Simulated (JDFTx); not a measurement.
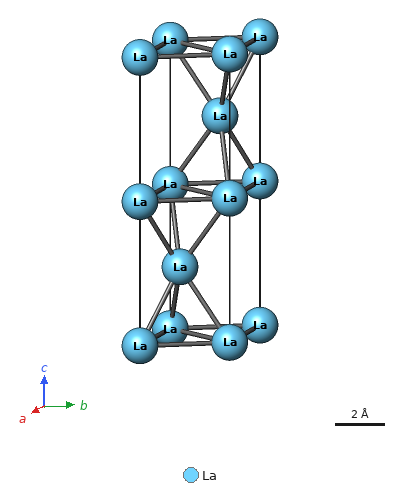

The starting structure (ball-and-stick view of the cell of the calculation, seen slightly off an axis). An atom can appear more than once, as a periodic image. Near neighbours in the periodic cell (some may lie outside the picture): La has 12 La at 3.74 to 3.77 Å.

**La: geometry relaxation (part 1 of 2)**

The run: geometry relaxation of La (P6₃/mmc, 4 atoms in the cell). Method and program: Kohn-Sham DFT of a periodic cell, r2SCAN, SG15-PBE-1.2, no spin polarisation (JDFTx 1.7.0 (patched build)).

The structure derives from an entry of the Crystallography Open Database.

Input file
```
lattice Hexagonal 7.1242674898 22.9771799493
coords-type Lattice
ion La     0.6666666667     0.3333333333     0.2500000000 1
ion La     0.3333333333     0.6666666667     0.7500000000 1
ion La     0.0000000000     0.0000000000     0.5000000000 1
ion La     0.0000000000     0.0000000000     0.0000000000 1

ion-species pseudo/La.upf
elec-cutoff 40 320
elec-ex-corr mgga-x-r2scan mgga-c-r2scan
kpoint-folding 3 3 1
elec-smearing Fermi 0.0018374661
elec-n-bands 30
electronic-SCF nIterations 100 energyDiffThreshold 1e-09
electronic-minimize nIterations 30 energyDiffThreshold 1e-7
forces-output-coords Cartesian
lattice-minimize nIterations 40 energyDiffThreshold 1e-6

dump-name run.$VAR
dump End Ecomponents EigStats BandEigs Kpoints Forces Stress ElecDensity KEdensity
```

Run on 1 thread of Arm Neoverse V2, 24 GiB of memory available, shared host.

Launched with:
```bash
jdftx -c 1 -i La.in -o La.out
```

What the program printed
```
*************** JDFTx 1.7.0 (patched build) ***************

Input parsed successfully to the following command list (including defaults):
[... the input with its defaults ...]

---------- Setting up symmetries ----------

Found 24 point-group symmetries of the bravais lattice
Found 24 space-group symmetries with basis
Applied RMS atom displacement 2.90847e-10 bohrs to make symmetries exact.

---------- Initializing the Grid ----------
R =
[      7.12427     -3.56213            0  ]
[            0       6.1698            0  ]
[            0            0      22.9772  ]
unit cell volume = 1009.97
G =
[   0.881941   0.509189         -0  ]
[          0    1.01838          0  ]
[          0         -0   0.273453  ]
Minimum fftbox size, Smin = [  60  60  188  ]
Chosen fftbox size, S = [  60  60  192  ]

---------- Initializing tighter grid for wavefunction operations ----------
R =
[      7.12427     -3.56213            0  ]
[            0       6.1698            0  ]
[            0            0      22.9772  ]
unit cell volume = 1009.97
G =
[   0.881941   0.509189         -0  ]
[          0    1.01838          0  ]
[          0         -0   0.273453  ]
Minimum fftbox size, Smin = [  44  44  132  ]
Chosen fftbox size, S = [  48  48  140  ]

---------- Exchange Correlation functional ----------
Initialized LibXC exchange functional 'Re-regularized SCAN exchange by Furness et al'
Initialized LibXC correlation functional 'Re-regularized SCAN correlation by Furness et al'

---------- Setting up pseudopotentials ----------
Width of ionic core gaussian charges (only for fluid interactions / plotting) set to 0

Reading pseudopotential file 'pseudo/La.upf':
  'La' pseudopotential, 'PBE' functional
  Generated using ONCVPSP code by D. R. Hamann
  11 valence electrons, 0 orbitals, 8 projectors, 602 radial grid points, with lMax = 3
  Core radius for overlap checks: 2.50 bohrs.

Initialized 1 species with 4 total atoms.

Folded 1 k-points by 3x3x1 to 9 k-points.

---------- Setting up k-points, bands, fillings ----------
Reduced to 3 k-points under symmetry.
Computing the number of bands and number of electrons
Calculating initial fillings.
nElectrons:  44.000000   nBands: 30   nStates: 3

----- Setting up reduced wavefunction bases (one per k-point) -----
average nbasis = 12202.556 , ideal nbasis = 12203.707

---------- Setting up ewald sum ----------
Optimum gaussian width for ewald sums = 3.176894 bohr.
Real space sum over 1183 unit cells with max indices [  6  6  3  ]
Reciprocal space sum over 3025 terms with max indices [  5  5  12  ]

---------- Allocating electronic variables ----------
Initializing wave functions:  (No orbitals for LCAO)  bandwidth-limited random numbers

--------- Lattice Minimization ---------

Setting the auxilliary hamiltonian equal to the subspace hamiltonian.

-------- Electronic minimization -----------
Will mix electronic and kinetic density at each iteration.
	FillingsUpdate:  mu: +0.723277022  nElectrons: 44.000000
	FillingsUpdate:  mu: +0.150164131  nElectrons: 44.000000
SCF: Cycle:  0   F: -123.469740248705293   dF: -3.027e+01   |Residual|: 3.378e+00   |deigs|: 9.231e-01
	FillingsUpdate:  mu: +0.263979910  nElectrons: 44.000000
SCF: Cycle:  1   F: -124.473829657943455   dF: -1.004e+00   |Residual|: 2.440e+00   |deigs|: 2.359e-01
	FillingsUpdate:  mu: +0.483795233  nElectrons: 44.000000
SCF: Cycle:  2   F: -125.653672662650436   dF: -1.180e+00   |Residual|: 2.249e+00   |deigs|: 6.044e-01
	FillingsUpdate:  mu: +0.403075503  nElectrons: 44.000000
SCF: Cycle:  3   F: -127.797369816824329   dF: -2.144e+00   |Residual|: 3.173e-01   |deigs|: 2.541e-01
	FillingsUpdate:  mu: +0.405313421  nElectrons: 44.000000
SCF: Cycle:  4   F: -127.784269232494339   dF: +1.310e-02   |Residual|: 2.531e-01   |deigs|: 1.100e-02
	FillingsUpdate:  mu: +0.395472406  nElectrons: 44.000000
SCF: Cycle:  5   F: -127.698523447188975   dF: +8.575e-02   |Residual|: 6.571e-01   |deigs|: 3.924e-02
	FillingsUpdate:  mu: +0.397859932  nElectrons: 44.000000
SCF: Cycle:  6   F: -127.736611748471347   dF: -3.809e-02   |Residual|: 5.872e-01   |deigs|: 9.673e-03
	FillingsUpdate:  mu: +0.406790514  nElectrons: 44.000000
SCF: Cycle:  7   F: -127.795595976611580   dF: -5.898e-02   |Residual|: 2.648e-01   |deigs|: 3.551e-02
	FillingsUpdate:  mu: +0.406649954  nElectrons: 44.000000
SCF: Cycle:  8   F: -127.823117426316756   dF: -2.752e-02   |Residual|: 1.224e-01   |deigs|: 8.303e-03
	FillingsUpdate:  mu: +0.406984865  nElectrons: 44.000000
SCF: Cycle:  9   F: -127.825009064211812   dF: -1.892e-03   |Residual|: 2.140e-02   |deigs|: 7.420e-03
	FillingsUpdate:  mu: +0.406123667  nElectrons: 44.000000
[... 48 further cycles ...]
SCF: Cycle: 58   F: -127.827432828923705   dF: -4.618e-09   |Residual|: 2.140e-04   |deigs|: 2.514e-07
	FillingsUpdate:  mu: +0.406151773  nElectrons: 44.000000
SCF: Cycle: 59   F: -127.827432831785103   dF: -2.861e-09   |Residual|: 1.540e-04   |deigs|: 1.085e-06
	FillingsUpdate:  mu: +0.406152207  nElectrons: 44.000000
SCF: Cycle: 60   F: -127.827432834488860   dF: -2.704e-09   |Residual|: 5.157e-05   |deigs|: 1.999e-06
	FillingsUpdate:  mu: +0.406152394  nElectrons: 44.000000
SCF: Cycle: 61   F: -127.827432836631985   dF: -2.143e-09   |Residual|: 3.884e-05   |deigs|: 3.267e-07
	FillingsUpdate:  mu: +0.406152380  nElectrons: 44.000000
SCF: Cycle: 62   F: -127.827432838391061   dF: -1.759e-09   |Residual|: 2.371e-05   |deigs|: 3.974e-07
	FillingsUpdate:  mu: +0.406152486  nElectrons: 44.000000
SCF: Cycle: 63   F: -127.827432840063508   dF: -1.672e-09   |Residual|: 5.890e-06   |deigs|: 4.080e-07
	FillingsUpdate:  mu: +0.406152509  nElectrons: 44.000000
SCF: Cycle: 64   F: -127.827432841261142   dF: -1.198e-09   |Residual|: 8.939e-06   |deigs|: 9.216e-08
	FillingsUpdate:  mu: +0.406152624  nElectrons: 44.000000
SCF: Cycle: 65   F: -127.827432842688054   dF: -1.427e-09   |Residual|: 6.554e-06   |deigs|: 1.827e-07
	FillingsUpdate:  mu: +0.406152658  nElectrons: 44.000000
SCF: Cycle: 66   F: -127.827432843517826   dF: -8.298e-10   |Residual|: 9.927e-07   |deigs|: 1.599e-07
	FillingsUpdate:  mu: +0.406152661  nElectrons: 44.000000
SCF: Cycle: 67   F: -127.827432844384248   dF: -8.664e-10   |Residual|: 2.311e-06   |deigs|: 8.243e-08
SCF: Converged (|Delta E|<1.000000e-09 for 2 iters).

Setting wave functions to eigenvectors of Hamiltonian
# Lattice vectors:
R =
[      7.12427     -3.56213            0  ]
[            0       6.1698            0  ]
[            0            0      22.9772  ]
unit cell volume = 1009.97

# Strain tensor in Cartesian coordinates:
[            0            0            0  ]
[            0            0            0  ]
[            0            0            0  ]

# Stress tensor in Cartesian coordinates [Eh/a0^3]:
[  0.000158013            0            0  ]
[            0  0.000158013            0  ]
[            0            0 -9.17026e-05  ]

# Ionic positions in lattice coordinates:
ion La   0.666666666666667   0.333333333333333   0.250000000000000 1
ion La   0.333333333333333   0.666666666666667   0.750000000000000 1
ion La   0.000000000000000   0.000000000000000   0.500000000000000 1
ion La   0.000000000000000   0.000000000000000   0.000000000000000 1

# Forces in Cartesian coordinates:
force La  -0.000000000000000   0.000000000000000   0.000000000000000 1
force La  -0.000000000000000  -0.000000000000000   0.000000000000000 1
force La  -0.000000000000000  -0.000000000000000  -0.000000000000000 1
force La  -0.000000000000000  -0.000000000000000   0.000000000000000 1

# Energy components:
   Eewald =     -110.5825243203992159
       EH =       15.4457797636851257
     Eloc =      -57.5379294905482581
      Enl =       11.4168443363834786
      Exc =      -17.2509758768793269
       KE =       30.6841149183801569
-------------------------------------
     Etot =     -127.8246906693780289
       TS =        0.0027421750062259
-------------------------------------
        F =     -127.8274328443842478

LatticeMinimize: Iter:   0  F: -127.827432844384248  |grad|_K:  2.432e-02

-------- Electronic minimization -----------
Will mix electronic and kinetic density at each iteration.
	FillingsUpdate:  mu: +0.406152661  nElectrons: 44.000000
	FillingsUpdate:  mu: +0.407482205  nElectrons: 44.000000
SCF: Cycle:  0   F: -127.827991629734640   dF: -2.489e-04   |Residual|: 1.055e-02   |deigs|: 7.180e-06
	FillingsUpdate:  mu: +0.407368093  nElectrons: 44.000000
SCF: Cycle:  1   F: -127.828016858258806   dF: -2.523e-05   |Residual|: 5.603e-03   |deigs|: 5.043e-04
	FillingsUpdate:  mu: +0.407243102  nElectrons: 44.000000
[... 23 further cycles ...]
SCF: Cycle: 25   F: -127.828028735735458   dF: -5.272e-10   |Residual|: 4.847e-05   |deigs|: 7.225e-08
	FillingsUpdate:  mu: +0.407213077  nElectrons: 44.000000
SCF: Cycle: 26   F: -127.828028736395524   dF: -6.601e-10   |Residual|: 4.683e-05   |deigs|: 5.625e-08
SCF: Converged (|Delta E|<1.000000e-09 for 2 iters).

Setting wave functions to eigenvectors of Hamiltonian
LatticeMinimize: 	Wolfe criterion not satisfied: alpha: 1  (E-E0)/|gdotd0|: -1.00789  gdotd/gdotd0: 1.01446 (taking cubic step)

-------- Electronic minimization -----------
Will mix electronic and kinetic density at each iteration.
	FillingsUpdate:  mu: +0.407213077  nElectrons: 44.000000
	FillingsUpdate:  mu: +0.409880677  nElectrons: 44.000000
SCF: Cycle:  0   F: -127.829098836274113   dF: -9.994e-04   |Residual|: 2.116e-02   |deigs|: 2.874e-05
	FillingsUpdate:  mu: +0.409638782  nElectrons: 44.000000
SCF: Cycle:  1   F: -127.829199131076720   dF: -1.003e-04   |Residual|: 1.128e-02   |deigs|: 1.006e-03
	FillingsUpdate:  mu: +0.409369823  nElectrons: 44.000000
[... 29 further cycles ...]
SCF: Cycle: 31   F: -127.829246297287497   dF: -5.272e-10   |Residual|: 1.958e-05   |deigs|: 1.031e-07
	FillingsUpdate:  mu: +0.409307394  nElectrons: 44.000000
SCF: Cycle: 32   F: -127.829246298054102   dF: -7.666e-10   |Residual|: 1.945e-05   |deigs|: 7.538e-07
SCF: Converged (|Delta E|<1.000000e-09 for 2 iters).

Setting wave functions to eigenvectors of Hamiltonian
LatticeMinimize: 	Wolfe criterion not satisfied: alpha: 3  (E-E0)/|gdotd0|: -3.06728  gdotd/gdotd0: 1.04183 (taking cubic step)

-------- Electronic minimization -----------
Will mix electronic and kinetic density at each iteration.
	FillingsUpdate:  mu: +0.409307394  nElectrons: 44.000000
	FillingsUpdate:  mu: +0.414648697  nElectrons: 44.000000
SCF: Cycle:  0   F: -127.831200120435611   dF: -4.035e-03   |Residual|: 4.256e-02   |deigs|: 1.156e-04
	FillingsUpdate:  mu: +0.414130865  nElectrons: 44.000000
SCF: Cycle:  1   F: -127.831585396501097   dF: -3.853e-04   |Residual|: 2.317e-02   |deigs|: 2.000e-03
	FillingsUpdate:  mu: +0.413529761  nElectrons: 44.000000
[... 30 further cycles ...]
SCF: Cycle: 32   F: -127.831773147026979   dF: -8.216e-10   |Residual|: 3.678e-05   |deigs|: 2.937e-07
	FillingsUpdate:  mu: +0.413406963  nElectrons: 44.000000
SCF: Cycle: 33   F: -127.831773147665771   dF: -6.388e-10   |Residual|: 1.617e-05   |deigs|: 4.164e-07
SCF: Converged (|Delta E|<1.000000e-09 for 2 iters).

Setting wave functions to eigenvectors of Hamiltonian
LatticeMinimize: 	Wolfe criterion not satisfied: alpha: 7  (E-E0)/|gdotd0|: -7.34121  gdotd/gdotd0: 1.08692 (taking cubic step)

-------- Electronic minimization -----------
Will mix electronic and kinetic density at each iteration.
	FillingsUpdate:  mu: +0.413406963  nElectrons: 44.000000
	FillingsUpdate:  mu: +0.423848912  nElectrons: 44.000000
SCF: Cycle:  0   F: -127.834890746924913   dF: -1.640e-02   |Residual|: 8.604e-02   |deigs|: 4.672e-04
	FillingsUpdate:  mu: +0.422766829  nElectrons: 44.000000
SCF: Cycle:  1   F: -127.836280120767185   dF: -1.389e-03   |Residual|: 4.697e-02   |deigs|: 3.934e-03
	FillingsUpdate:  mu: +0.421465463  nElectrons: 44.000000
[... 38 further cycles ...]
SCF: Cycle: 40   F: -127.837009854527011   dF: -6.592e-10   |Residual|: 2.219e-06   |deigs|: 3.291e-08
	FillingsUpdate:  mu: +0.421193118  nElectrons: 44.000000
SCF: Cycle: 41   F: -127.837009855145638   dF: -6.186e-10   |Residual|: 3.167e-06   |deigs|: 2.481e-08
SCF: Converged (|Delta E|<1.000000e-09 for 2 iters).

Setting wave functions to eigenvectors of Hamiltonian
LatticeMinimize: 	Wolfe criterion not satisfied: alpha: 15  (E-E0)/|gdotd0|: -16.1986  gdotd/gdotd0: 1.09306 (taking cubic step)

-------- Electronic minimization -----------
Will mix electronic and kinetic density at each iteration.
	FillingsUpdate:  mu: +0.421193118  nElectrons: 44.000000
	FillingsUpdate:  mu: +0.441290571  nElectrons: 44.000000
SCF: Cycle:  0   F: -127.838151875670519   dF: -6.643e-02   |Residual|: 1.763e-01   |deigs|: 1.912e-03
	FillingsUpdate:  mu: +0.439034317  nElectrons: 44.000000
SCF: Cycle:  1   F: -127.843450061967744   dF: -5.298e-03   |Residual|: 9.606e-02   |deigs|: 7.530e-03
	FillingsUpdate:  mu: +0.436451859  nElectrons: 44.000000
[... 42 further cycles ...]
SCF: Cycle: 44   F: -127.846310005128473   dF: -6.013e-10   |Residual|: 2.716e-06   |deigs|: 3.009e-08
	FillingsUpdate:  mu: +0.435738246  nElectrons: 44.000000
SCF: Cycle: 45   F: -127.846310005950144   dF: -8.217e-10   |Residual|: 3.580e-06   |deigs|: 3.039e-08
SCF: Converged (|Delta E|<1.000000e-09 for 2 iters).

Setting wave functions to eigenvectors of Hamiltonian
# Lattice vectors:
R =
[      6.77965     -3.38983            0  ]
[            0      5.87135            0  ]
[            0            0      23.6386  ]
unit cell volume = 940.951

# Strain tensor in Cartesian coordinates:
[   -0.0483721            0            0  ]
[            0   -0.0483721            0  ]
[            0            0    0.0287853  ]

# Stress tensor in Cartesian coordinates [Eh/a0^3]:
[  0.000138697            0            0  ]
[            0  0.000138697            0  ]
[            0            0 -8.77078e-05  ]

# Ionic positions in lattice coordinates:
ion La   0.666666666666667   0.333333333333333   0.250000000000000 1
ion La   0.333333333333333   0.666666666666667   0.750000000000000 1
ion La  -0.000000000000000  -0.000000000000000   0.500000000000000 1
ion La   0.000000000000000   0.000000000000000  -0.000000000000000 1

# Forces in Cartesian coordinates:
force La   0.000000000000000  -0.000000000000000  -0.000000000000000 1
force La   0.000000000000000  -0.000000000000000  -0.000000000000000 1
force La   0.000000000000000   0.000000000000000   0.000000000000000 1
force La  -0.000000000000000  -0.000000000000000  -0.000000000000000 1

# Energy components:
   Eewald =     -113.1543241228265941
       EH =       14.4600320007893757
     Eloc =      -54.0614274124457097
      Enl =       11.3793343816521357
      Exc =      -17.3428948247989112
       KE =       30.8745395565164138
-------------------------------------
     Etot =     -127.8447404211132863
       TS =        0.0015695848368559
-------------------------------------
        F =     -127.8463100059501443

LatticeMinimize: Iter:   1  F: -127.846310005950144  |grad|_K:  2.015e-02  alpha:  3.100e+01  linmin: -9.995e-01

-------- Electronic minimization -----------
Will mix electronic and kinetic density at each iteration.
	FillingsUpdate:  mu: +0.435738246  nElectrons: 44.000000
	FillingsUpdate:  mu: +0.531248583  nElectrons: 44.000000
SCF: Cycle:  0   F: -127.663717789629828   dF: -1.548e+00   |Residual|: 8.681e-01   |deigs|: 4.394e-02
	FillingsUpdate:  mu: +0.522865956  nElectrons: 44.000000
SCF: Cycle:  1   F: -127.769830583519081   dF: -1.061e-01   |Residual|: 4.732e-01   |deigs|: 2.602e-02
	FillingsUpdate:  mu: +0.514908472  nElectrons: 44.000000
[... 47 further cycles ...]
SCF: Cycle: 49   F: -127.835646846560039   dF: -7.281e-10   |Residual|: 4.239e-05   |deigs|: 4.672e-06
	FillingsUpdate:  mu: +0.508543605  nElectrons: 44.000000
SCF: Cycle: 50   F: -127.835646847239957   dF: -6.799e-10   |Residual|: 9.421e-06   |deigs|: 8.551e-06
SCF: Converged (|Delta E|<1.000000e-09 for 2 iters).

Setting wave functions to eigenvectors of Hamiltonian
LatticeMinimize: 	Wolfe criterion not satisfied: alpha: 0.498083  (E-E0)/|gdotd0|: 0.150114  gdotd/gdotd0: -2.07756 (taking cubic step)

-------- Electronic minimization -----------
Will mix electronic and kinetic density at each iteration.
	FillingsUpdate:  mu: +0.508543605  nElectrons: 44.000000
	FillingsUpdate:  mu: +0.462551475  nElectrons: 44.000000
SCF: Cycle:  0   F: -127.797506758237773   dF: -3.897e-01   |Residual|: 4.079e-01   |deigs|: 1.316e-02
	FillingsUpdate:  mu: +0.465154142  nElectrons: 44.000000
SCF: Cycle:  1   F: -127.836758793814866   dF: -3.925e-02   |Residual|: 2.144e-01   |deigs|: 1.442e-02
	FillingsUpdate:  mu: +0.472937317  nElectrons: 44.000000
[... 49 further cycles ...]
SCF: Cycle: 51   F: -127.855135338828731   dF: -6.400e-10   |Residual|: 1.190e-05   |deigs|: 1.326e-06
	FillingsUpdate:  mu: +0.472785204  nElectrons: 44.000000
SCF: Cycle: 52   F: -127.855135339752891   dF: -9.242e-10   |Residual|: 1.288e-05   |deigs|: 2.371e-06
SCF: Converged (|Delta E|<1.000000e-09 for 2 iters).

Setting wave functions to eigenvectors of Hamiltonian
# Lattice vectors:
R =
[      6.39531     -3.19766            0  ]
[            0       5.5385            0  ]
[            0            0      24.3145  ]
unit cell volume = 861.231

# Strain tensor in Cartesian coordinates:
[     -0.10232            0            0  ]
[            0     -0.10232            0  ]
[            0            0    0.0582023  ]

# Stress tensor in Cartesian coordinates [Eh/a0^3]:
[ -1.10409e-05            0            0  ]
[            0 -1.10409e-05            0  ]
[            0            0  2.06533e-05  ]

# Ionic positions in lattice coordinates:
ion La   0.666666666666667   0.333333333333333   0.250000000000000 1
ion La   0.333333333333333   0.666666666666667   0.750000000000000 1
ion La   0.000000000000000   0.000000000000000   0.500000000000000 1
ion La   0.000000000000000  -0.000000000000000  -0.000000000000000 1

# Forces in Cartesian coordinates:
force La   0.000000000000000   0.000000000000000   0.000000000000000 1
force La  -0.000000000000000  -0.000000000000000   0.000000000000000 1
force La   0.000000000000000   0.000000000000000   0.000000000000000 1
force La  -0.000000000000000  -0.000000000000000   0.000000000000000 1

# Energy components:
   Eewald =     -116.1742629258184252
       EH =       13.5406785792700308
     Eloc =      -50.2715438315486338
      Enl =       11.3214593928118585
      Exc =      -17.4856906905289833
       KE =       31.2158777836577492
-------------------------------------
     Etot =     -127.8534816921564214
       TS =        0.0016536475964706
-------------------------------------
        F =     -127.8551353397528914
```
